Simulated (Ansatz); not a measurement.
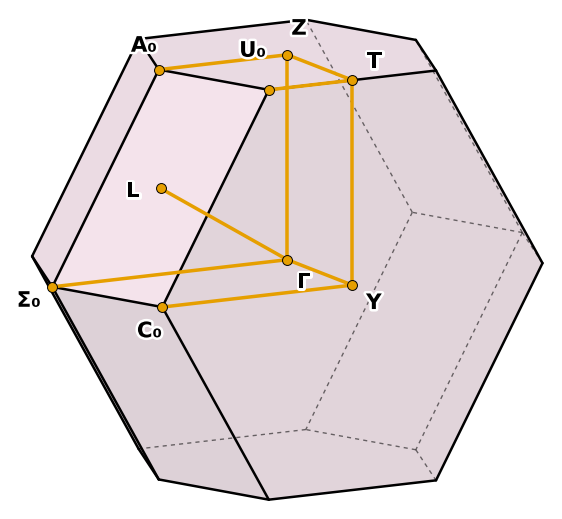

For BN, the input geometry of an electronic-structure calculation (not necessarily at equilibrium): the figure shows the first Brillouin zone with its special points and a band path. All values are computed from the atomic coordinates in the standard setting (tolerance 0.002 Å).

Labels and path follow the convention of Hinuma et al. (2017), as computed by seekpath.

> What lattice type do the shape and the labels point to?

A face-centred orthorhombic lattice (oF; extended symbol oF1). The zone is an elongated dodecahedron in its combinatorial type: 12 faces (8 with 4 edges, 4 with 6 edges), 28 edges, 18 vertices.

> In which order does the conventional band path visit the special points?

Γ–Y–T–Z–Γ–Σ₀ | U₀–T | Y–C₀ | A₀–Z | Γ–L
